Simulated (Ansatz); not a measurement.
Ti$_{2}$Si$_{3}$: geometry relaxation

System: Ti$_{2}$Si$_{3}$ (P4/mmm, 5 atoms in the cell).
Method: DFT PBE, scalar-relativistic, plane waves, PAW, no spin polarisation (Ansatz 0.2.0).

The structure was made by a generator, so it may or may not be a known phase. Figures and captions count atoms from 1; the log counts them from 0 in places.

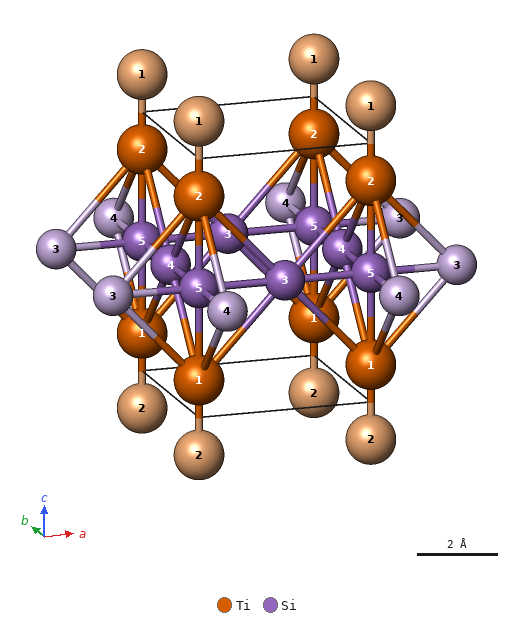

Figure 1. The input geometry (ball-and-stick view of the cell of the calculation, seen slightly off an axis; neighbours outside the cell are drawn fainter; atoms are numbered from 1 in the order of the input). An atom can appear more than once, as a periodic image.

Input file
```yaml
crystal:
  lattice:
    - [4.5386408436, 0.0, 0.0]
    - [0.0, 4.5386408436, 0.0]
    - [0.0, 0.0, 6.7425750698]
  atoms:
    - { symbol: Ti, position: [0.0, 0.0, 0.1446251882] }
    - { symbol: Ti, position: [0.0, 0.0, 0.8553748118] }
    - { symbol: Si, position: [0.5, 0.0, 0.5] }
    - { symbol: Si, position: [0.0, 0.5, 0.5] }
    - { symbol: Si, position: [0.0, 0.0, 0.5] }
basis:
  ecutwfc: 420
kpoints:
  mp_grid: { grid: [8, 8, 6] }
hamiltonian:
  xc: pbe
scf:
  occupations: { method: gaussian, width: 0.1 }
output:
  forces: true
  stress: true
  eigenvalues: true
  write_density: true
  write_potential: true
  elf: true
  volumetric_format: npy
relax:
  adjacent_minimum: "off"
  f_tol: 0.01
  max_steps: 80
  cell: { stress_tol: 0.05 }
```

Command:
```bash
ansatz run input.yaml --threads 1 --pin off --max-ram 2560MiB --backend cpu --events-out ev --progress --plain --runs-dir out
```

The program's output
```
Engine: ansatz 0.2.0, x86_64-unknown-linux-gnu
Pseudopotentials: kind: paw
Pseudopotential: Ti, paw, valence charge 12, recommended cutoff 420 eV (normal), Ti.paw.azcp
Pseudopotential: Si, paw, valence charge 4, recommended cutoff 420 eV (normal), Si.paw.azcp
Functional definition: PBE
  parameter kappa = 0.804
  parameter beta = 0.06672455060314922
  exchange = pbe_x(kappa = kappa, mu = beta*pi^2/3)
  correlation = pbe_c(beta = beta)
Crystal: 5 atoms, lattice volume = 138.892 Å³
Basis set: ecut = 420 eV, 2751 PW (Γ), exchange–correlation on 64×64×96 points (8 copies of the dense FFT grid, shifted against one another)
Bands: 23, of which v1, the nominal top of the filled ones, is band 18 counted from 1 (17 counted from 0)
Symmetry: 16 space group operations
Space group: P4/mmm (ITA 123), of the structure as read, at distance tolerance 5.2e-5 Å
k-points: 60 of 384
Non-local potential: Ti, projectors of the file, l = 0: 3, l = 1: 2, l = 2: 3, l = 3: 1
Non-local potential: Si, projectors of the file, l = 0: 2, l = 1: 2, l = 2: 2
PAW form: soft (Blöchl's): semilocal exchange-correlation on the pseudo side does not see the compensation charge
PAW one-centre angular grid: Ti, 590 points (default); XC on 64 Gauss nodes
PAW one-centre angular grid: Si, 110 points (default); XC on 64 Gauss nodes
Initial density: superposition of atomic densities (neutral atoms: chi_scale 0, normalization atom), corrected by the library's trained network
Initial wavefunctions: pseudopotential atomic-orbital guess
Functional: x = pbe(κ = 0.804, μ = 0.2195149727645171), c = pbe(β = 0.06672455060314922)
SCF iter   1: F=—  HF=-6900.502878 eV  |F-HF|=—  |Δ(HF+E_count)|=         —  Δρ=4.40e-2  dr2=7.82e0  ethr=1.77e-3  ⟨swp⟩=6.2  Hψ=7173  notcnv=0
preconditioner: auto → LDOS  [metal: Δε(μ)=0.016 eV  Ē_g=5.014 eV  σ=0.100 eV  W_gap=0.09  n_scr=28 (ndim 8)  ℏωp=14.1 eV  f_vac=0.031  D(μ)=3.60/eV (n_scr^D=20)  β→1.0]
SCF iter   2: F=—  HF=-6899.708525 eV  |F-HF|=—  |Δ(HF+E_count)|=   7.94e-1  Δρ=1.76e-2  dr2=3.14e-1  ethr=1.77e-3  ⟨swp⟩=3.4  Hψ=3401  notcnv=0  defer=25
SCF iter   3: F=—  HF=-6899.716978 eV  |F-HF|=—  |Δ(HF+E_count)|=   8.45e-3  Δρ=5.75e-3  dr2=3.93e-2  ethr=8.72e-4  ⟨swp⟩=2.7  Hψ=3039  notcnv=0  defer=14
SCF iter   4: F=—  HF=-6899.706172 eV  |F-HF|=—  |Δ(HF+E_count)|=   1.08e-2  Δρ=9.53e-4  dr2=2.05e-3  ethr=1.09e-4  ⟨swp⟩=2.3  Hψ=2760  notcnv=0  defer=9
SCF iter   5: F=—  HF=-6899.706291 eV  |F-HF|=—  |Δ(HF+E_count)|=   1.19e-4  Δρ=2.78e-4  dr2=9.73e-5  ethr=5.69e-6  ⟨swp⟩=2.1  Hψ=1585  notcnv=0  defer=9
SCF iter   6: F=—  HF=-6899.706022 eV  |F-HF|=—  |Δ(HF+E_count)|=   2.69e-4  Δρ=8.27e-5  dr2=9.47e-6  ethr=2.70e-7  ⟨swp⟩=2.2  Hψ=2135  notcnv=0  defer=9
SCF iter   7: F=—  HF=-6899.706021 eV  |F-HF|=—  |Δ(HF+E_count)|=   5.70e-7  Δρ=2.25e-5  dr2=4.51e-7  ethr=2.63e-8  ⟨swp⟩=2.0  Hψ=2321  notcnv=0  defer=9
SCF iter   8: F=-6899.706022 eV  HF=-6899.706022 eV  |F-HF|=7.25e-9  |Δ(HF+E_count)|=   8.01e-8  Δρ=4.88e-6  dr2=1.67e-8  ethr=2.78e-10  ⟨swp⟩=11.6  Hψ=10579  notcnv=0
SCF 1 converged in 8 iterations: F = -6899.706022 eV  dr2 = 1.67e-8
  greatest PAW one-centre occupation: 0.998 electrons in one spin orbital (limit 2), on the Ti atom at site 1 (counted from 0), in its partial waves of l = 0
relax step   1: F+E_penalty+E_count = -6899.70602156 eV  Δ(F+E_penalty+E_count) = +0.000e0 eV  max|allowed force component| = 7.118e-2 eV/Å  Δτ_max = 0.0000 Å  P = +0.187 GPa  Ω = 138.892 Å³  (8 SCF iters, dr2 threshold 1.00e-7 eV, accepted)
Crystal: 5 atoms, lattice volume = 139.221 Å³
Initial density: handed on by an earlier stage of this run
Initial wavefunctions: those handed on with the density
iter 1 solved again at ethr=2.90e-6 eV; its pass at ethr=3.10e-3 eV (dr2=1.04e-3 eV) is discarded
SCF iter   1: F=—  HF=-6899.706888 eV  |F-HF|=—  |Δ(HF+E_count)|=         —  Δρ=5.70e-4  dr2=9.85e-4  ethr=2.90e-6  ⟨swp⟩=1.1  Hψ=6884  notcnv=0
preconditioner: auto → LDOS  [metal: Δε(μ)=0.017 eV  Ē_g=4.593 eV  σ=0.100 eV  W_gap=0.10  n_scr=28 (ndim 8)  ℏωp=14.1 eV  f_vac=0.048  D(μ)=2.63/eV (n_scr^D=14)  β→1.0]
SCF iter   2: F=—  HF=-6899.706806 eV  |F-HF|=—  |Δ(HF+E_count)|=   8.21e-5  Δρ=3.97e-4  dr2=3.47e-4  ethr=2.74e-6  ⟨swp⟩=2.0  Hψ=1737  notcnv=0
SCF iter   3: F=—  HF=-6899.706766 eV  |F-HF|=—  |Δ(HF+E_count)|=   4.00e-5  Δρ=6.33e-5  dr2=8.97e-6  ethr=9.65e-7  ⟨swp⟩=2.0  Hψ=1679  notcnv=0
SCF iter   4: F=—  HF=-6899.706467 eV  |F-HF|=—  |Δ(HF+E_count)|=   2.99e-4  Δρ=1.12e-5  dr2=1.15e-7  ethr=8.80e-10  ⟨swp⟩=9.0  Hψ=10908  notcnv=0
SCF iter   5: F=-6899.706467 eV  HF=-6899.706467 eV  |F-HF|=7.46e-9  |Δ(HF+E_count)|=   6.62e-8  Δρ=2.84e-6  dr2=1.60e-8  ethr=3.19e-10  ⟨swp⟩=7.0  Hψ=8951  notcnv=0
SCF 2 converged in 5 iterations: F = -6899.706467 eV  dr2 = 1.60e-8
relax step   2: F+E_penalty+E_count = -6899.70646696 eV  Δ(F+E_penalty+E_count) = -4.454e-4 eV  max|allowed force component| = 2.732e-2 eV/Å  Δτ_max = 0.0012 Å  P = +0.077 GPa  Ω = 139.221 Å³  energy of the carried Pulay correction = -4.115e-5 eV  (5 SCF iters, dr2 threshold 3.17e-7 eV, accepted)
Crystal: 5 atoms, lattice volume = 139.453 Å³
iter 1 solved again at ethr=1.21e-6 eV; its pass at ethr=3.10e-3 eV (dr2=4.34e-4 eV) is discarded
SCF iter   1: F=—  HF=-6899.706881 eV  |F-HF|=—  |Δ(HF+E_count)|=         —  Δρ=3.68e-4  dr2=4.09e-4  ethr=1.21e-6  ⟨swp⟩=1.7  Hψ=7560  notcnv=0
preconditioner: auto → LDOS  [metal: Δε(μ)=0.013 eV  Ē_g=4.587 eV  σ=0.100 eV  W_gap=0.07  n_scr=28 (ndim 8)  ℏωp=14.1 eV  f_vac=0.048  D(μ)=2.63/eV (n_scr^D=14)  β→1.0]
SCF iter   2: F=—  HF=-6899.706848 eV  |F-HF|=—  |Δ(HF+E_count)|=   3.32e-5  Δρ=2.58e-4  dr2=1.44e-4  ethr=1.14e-6  ⟨swp⟩=2.0  Hψ=1743  notcnv=0
SCF iter   3: F=—  HF=-6899.706830 eV  |F-HF|=—  |Δ(HF+E_count)|=   1.73e-5  Δρ=4.73e-5  dr2=4.71e-6  ethr=4.00e-7  ⟨swp⟩=2.3  Hψ=1973  notcnv=0
SCF iter   4: F=—  HF=-6899.706536 eV  |F-HF|=—  |Δ(HF+E_count)|=   2.95e-4  Δρ=9.53e-6  dr2=1.01e-7  ethr=1.31e-8  ⟨swp⟩=2.0  Hψ=2359  notcnv=0
SCF iter   5: F=-6899.706536 eV  HF=-6899.706536 eV  |F-HF|=5.21e-9  |Δ(HF+E_count)|=   3.20e-8  Δρ=2.22e-6  dr2=1.09e-8  ethr=1.30e-10  ⟨swp⟩=9.4  Hψ=9057  notcnv=0
SCF 3 converged in 5 iterations: F = -6899.706536 eV  dr2 = 1.09e-8
relax step   3: F+E_penalty+E_count = -6899.70653578 eV  Δ(F+E_penalty+E_count) = -6.882e-5 eV  max|allowed force component| = 5.576e-4 eV/Å  Δτ_max = 0.0008 Å  P = +0.001 GPa  Ω = 139.453 Å³  energy of the carried Pulay correction = -7.021e-5 eV  (5 SCF iters, dr2 threshold 4.66e-8 eV, accepted)
Initial wavefunctions: pseudopotential atomic-orbital guess (no wavefunctions were taken with the density)
iter 1 solved again at ethr=1.92e-6 eV; its pass at ethr=3.10e-3 eV (dr2=6.92e-4 eV) is discarded
SCF iter   1: F=—  HF=-6899.706794 eV  |F-HF|=—  |Δ(HF+E_count)|=         —  Δρ=4.55e-5  dr2=9.78e-8  ethr=1.92e-6  ⟨swp⟩=3.0  Hψ=10275  notcnv=0
eigensolver tolerance schedule: the retry pair's looser diagonalisation over-reported the residual by 7074.61 of it (diagonalisation noise at an unbounded share of the residual, at the tolerance the schedule requests for it); recorded, not acted on — ethr = c·dr2/N_el stays at c = 1.0e-1
preconditioner: auto → LDOS  [metal: Δε(μ)=0.013 eV  Ē_g=4.584 eV  σ=0.100 eV  W_gap=0.07  n_scr=28 (ndim 8)  ℏωp=14.1 eV  f_vac=0.048  D(μ)=2.65/eV (n_scr^D=14)  β→1.0]
SCF iter   2: F=—  HF=-6899.706602 eV  |F-HF|=—  |Δ(HF+E_count)|=   1.92e-4  Δρ=8.83e-6  dr2=7.40e-8  ethr=2.72e-10  ⟨swp⟩=3.5  Hψ=3134  notcnv=0
SCF iter   3: F=—  HF=-6899.706602 eV  |F-HF|=—  |Δ(HF+E_count)|=   3.20e-7  Δρ=3.75e-6  dr2=5.01e-9  ethr=2.06e-10  ⟨swp⟩=2.0  Hψ=2205  notcnv=0
SCF iter   4: F=—  HF=-6899.706602 eV  |F-HF|=—  |Δ(HF+E_count)|=   3.07e-7  Δρ=1.28e-6  dr2=1.64e-9  ethr=1.39e-11  ⟨swp⟩=2.9  Hψ=2522  notcnv=0
SCF iter   5: F=—  HF=-6899.706602 eV  |F-HF|=—  |Δ(HF+E_count)|=   3.29e-9  Δρ=2.71e-7  dr2=7.39e-11  ethr=4.55e-12  ⟨swp⟩=2.1  Hψ=1765  notcnv=0
SCF iter   6: F=-6899.706602 eV  HF=-6899.706602 eV  |F-HF|=1.46e-11  |Δ(HF+E_count)|=  2.55e-11  Δρ=9.45e-8  dr2=1.63e-11  ethr=1.00e-12  ⟨swp⟩=6.8  Hψ=6769  notcnv=0
SCF 4 converged in 6 iterations: F = -6899.706602 eV  dr2 = 1.63e-11
relax step   4: F+E_penalty+E_count = -6899.70660182 eV  Δ(F+E_penalty+E_count) = -6.604e-5 eV  max|allowed force component| = 4.919e-4 eV/Å  Δτ_max = 0.0000 Å  P = +0.001 GPa  Ω = 139.453 Å³  stress off target by 1.86e-3 GPa  SCF on the basis re-selected at this cell (its energy is not comparable with the rows above)  (6 SCF iters)
```

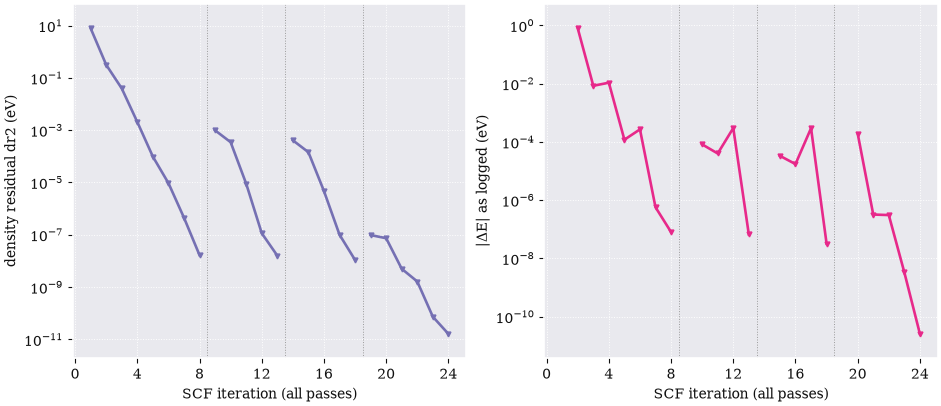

Figure 2. Convergence of the self-consistent field: density residual dr2 and size of the energy change against the SCF iteration. The dotted lines part the SCF passes of the relaxation: geometry steps, rejected trials and re-solves on a re-selected basis. The passes take 8, 5, 5 and 6 iterations.

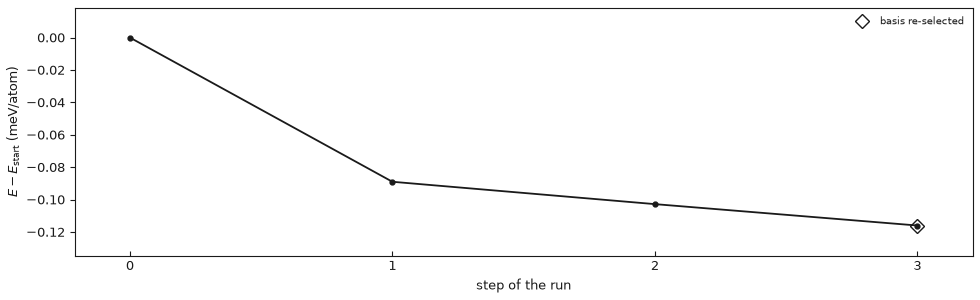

Figure 3. Progress of the relaxation, step by step (the first geometry is step 0 here and step 1 in the log). No atom moves by more than 0.005 Å relative to the cell. After 2 geometry steps the energy has fallen by 0.1 meV per atom. Largest force component: 0.071 eV/Å at the start, 0.00049 eV/Å at the end. Pressure: 0.19 GPa at the start and 0.00 GPa at the end. A last SCF at the same geometry on a re-selected plane-wave basis shifts the energy by next to nothing (0.0 meV per atom).

```
basis re-selected at this cell: Δ(F+E_penalty+E_count) = -6.604e-5 eV, ΔP = +0.000 GPa vs the last step (what re-selecting the basis moved, of the pressure what is left beyond the Pulay correction that the steps carried, after the strain that the cell walked since its last selection, with what the two solves' SCF thresholds leave and, on support functions, any second-order correction that the steps lacked; it is no measure of the basis error at this ecutwfc). This SCF's stress stands 1.86e-3 GPa from its target on what of the cell is left free (relax.cell.stress_tol is 5.00e-2 GPa) and its largest allowed force component is 4.92e-4 eV/Å (relax.f_tol is 1.00e-2 eV/Å): within both
SCF converged after 6 iterations
Free energy (F): -6899.706602 eV
Harris-Foulkes:  -6899.706602 eV  (|F-HF|=1.46e-11)
Internal energy: -6899.693336 eV  (E = F + TS)
E sigma→0 (E₀):  -6899.699969 eV
Entropy (-TS):   -0.013266 eV (-2.653 meV/atom)
Fermi energy:    4.821202 eV
--- Per-component energies (eV) ---
  E_band       = -518.200185
  E_kinetic    = 669.874995
  E_local      = -3399.118856  (includes V_loc(G=0)·N_el)
  E_nonlocal   = 104.309030
  E_hartree    = 1421.493832
  E_xc         = -356.948658
  E_vxc        = -379.093297  (∫ρ·V_xc dr)
  E_paw        = -3638.316351  (= ΣΔE_a)
  E_vpaw       = -357.159887  (= ΣTr[D̂ρ^β])
  E_aug_tail   = 0.000264  (compensation charges beyond the density's cutoff)
  E_ewald      = -1700.987592
  E_smearing   = -0.013266  (= −TS)
  E_closure    = 0.000000  (closes the sum)
  Σ components = -6899.706602   (vs F -6899.706602, Δ=0.00e0)
--- Forces (eV/Å), atoms counted from 1 ---
  atom   1  Ti     0.00000000     0.00000000    -0.00049195
  atom   2  Ti    -0.00000000     0.00000000     0.00049195
  atom   3  Si     0.00000000     0.00000000     0.00000000
  atom   4  Si     0.00000000     0.00000000     0.00000000
  atom   5  Si     0.00000000     0.00000000     0.00000000
  max |Σ_I F_I| component: 4.16e-28 eV/Å
--- Stress (GPa, compression-positive) ---
        0.001855      -0.000000       0.000000
       -0.000000       0.001855      -0.000000
        0.000000      -0.000000       0.000602
  P = ⅓ Tr σ = 0.0014 GPa (0.014 kbar)
--- Band table (eV; the first three rows and the last of 60) ---
  k-point 0: bands = ["-52.2238", "-51.2715", "-29.4589", "-28.4886", "-28.4886", "-27.9183", "-27.9183", "-26.1312", "-6.6811", "-0.4068", "-0.0488", "-0.0488", "0.8573", "1.9576", "3.5297", "4.3224", "4.3224", "4.9448", "5.2259", "5.4637", "5.8797", "6.2031", "6.6487"]
  k-point 1: bands = ["-52.2238", "-51.2715", "-29.4582", "-28.4886", "-28.4886", "-27.9183", "-27.9183", "-26.1323", "-6.6665", "-0.4018", "-0.0342", "-0.0342", "0.6794", "2.0566", "3.7242", "4.1804", "4.1804", "4.5889", "5.2516", "5.4777", "5.6858", "6.8149", "6.8963"]
  k-point 2: bands = ["-52.2238", "-51.2716", "-29.4570", "-28.4886", "-28.4886", "-27.9183", "-27.9183", "-26.1345", "-6.6369", "-0.3916", "-0.0042", "-0.0042", "0.3893", "2.3351", "3.5634", "3.9431", "3.9431", "4.2833", "5.5073", "5.5074", "6.2728", "6.7488", "7.2595"]
  k-point 59: bands = ["-52.2236", "-51.2715", "-29.4560", "-28.4907", "-28.4907", "-27.9198", "-27.9198", "-26.1351", "-4.6917", "-3.3336", "-3.3336", "1.7328", "1.7771", "3.0979", "3.0979", "4.2905", "4.2905", "4.6963", "5.3578", "5.6177", "6.2324", "6.7768", "7.5278"]
--- Relaxed structure (3 steps of the walk, 3 accepted, 1 SCFs on fresh bases) ---
  F+E_penalty+E_count = -6899.70660182 eV   max|allowed force component| = 4.919e-4 eV/Å   (the final SCF, on the basis selected at the relaxed cell)
  cell:  # Å, volume = 139.4532 Å³
    - [4.547973020337618, 4.219689577685917e-35, 0.0]
    - [4.219689577685917e-35, 4.547973020337618, 0.0]
    - [0.0, 0.0, 6.7420635129722015]
  atoms:
    - { symbol: Ti, position: [9.986924220193305e-37, -1.403763725971154e-37, 0.14492149021817535] }
    - { symbol: Ti, position: [6.671762653324158e-37, -1.403763725971154e-37, 0.8550785097818248] }
    - { symbol: Si, position: [0.49999999999999994, -3.936754360657099e-38, 0.5000000000000001] }
    - { symbol: Si, position: [-1.5498380325113258e-36, 0.49999999999999994, 0.5000000000000001] }
    - { symbol: Si, position: [-1.2017460679900656e-37, -1.6057813839522431e-38, 0.5000000000000001] }
```

Trajectory as extended XYZ (Å, eV, eV/Å), 4 frames, from step=1 to step=4
```
5
Lattice="4.5386 0.0000 0.0000 0.0000 4.5386 0.0000 0.0000 0.0000 6.7426" Properties=species:S:1:pos:R:3:forces:R:3 step=1 energy=-6899.70602 pressure_GPa=0.19
Ti    0.0000    0.0000    0.9751    0.0000   0.0000   0.0712
Ti    0.0000    0.0000    5.7674    0.0000   0.0000  -0.0712
Si    2.2693    0.0000    3.3713    0.0000   0.0000   0.0000
Si    0.0000    2.2693    3.3713    0.0000   0.0000   0.0000
Si    0.0000    0.0000    3.3713    0.0000   0.0000   0.0000
5
Lattice="4.5441 0.0000 0.0000 0.0000 4.5441 0.0000 0.0000 0.0000 6.7423" Properties=species:S:1:pos:R:3:forces:R:3 step=2 energy=-6899.70647 pressure_GPa=0.08
Ti    0.0000    0.0000    0.9763    0.0000   0.0000   0.0273
Ti    0.0000    0.0000    5.7659    0.0000   0.0000  -0.0273
Si    2.2721    0.0000    3.3711    0.0000   0.0000   0.0000
Si    0.0000    2.2721    3.3711    0.0000   0.0000   0.0000
Si    0.0000    0.0000    3.3711    0.0000   0.0000   0.0000
5
Lattice="4.5480 0.0000 0.0000 0.0000 4.5480 0.0000 0.0000 0.0000 6.7421" Properties=species:S:1:pos:R:3:forces:R:3 step=3 energy=-6899.70654 pressure_GPa=0.00
Ti    0.0000    0.0000    0.9771    0.0000   0.0000  -0.0006
Ti    0.0000    0.0000    5.7650    0.0000   0.0000   0.0006
Si    2.2740    0.0000    3.3710    0.0000   0.0000   0.0000
Si    0.0000    2.2740    3.3710    0.0000   0.0000   0.0000
Si    0.0000    0.0000    3.3710    0.0000   0.0000   0.0000
5
Lattice="4.5480 0.0000 0.0000 0.0000 4.5480 0.0000 0.0000 0.0000 6.7421" Properties=species:S:1:pos:R:3:forces:R:3 step=4 energy=-6899.70660 pressure_GPa=0.00
Ti    0.0000    0.0000    0.9771    0.0000   0.0000  -0.0005
Ti    0.0000    0.0000    5.7650    0.0000   0.0000   0.0005
Si    2.2740    0.0000    3.3710    0.0000   0.0000   0.0000
Si    0.0000    2.2740    3.3710    0.0000   0.0000   0.0000
Si    0.0000    0.0000    3.3710    0.0000   0.0000   0.0000
```

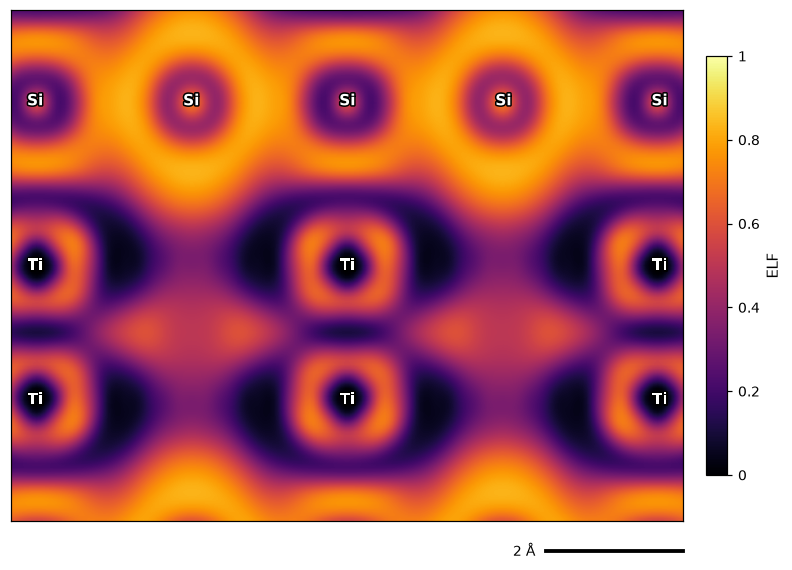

Figure 4. ELF on the (010) plane of the conventional cell. Ti–Ti (1.95 Å): the ELF is about 0.10 at the midpoint (no localised pair between them). Ti–Si (2.39 Å): the ELF is about 0.45 at the midpoint. The strong features right at Ti lie inside the PAW spheres (semicore, d or f shells) and say nothing about bonding. The fields are those of the smooth PAW valence density.

Key numbers

- outcome: converged
- space group (tolerance 0.01 Å): P4/mmm (123)
- electrons treated: 36
- free energy: −6899.7066 eV
- Fermi energy: 4.821 eV
- gap on the k-point mesh: none (metallic)
- pressure: 0.00 GPa
- final volume: 139.45 Å³
- largest force (length of the vector) at the end: under 0.001 eV/Å
- final cell: a = 4.548 Å, b = 4.548 Å, c = 6.742 Å, α = 90.00°, β = 90.00°, γ = 90.00°
- hardware: 1 thread of Intel Xeon @ 2.50GHz (Skylake/Cascade Lake), 189 GiB of memory available, shared host
- wall time: 2 min
- peak memory: 0.51 GiB
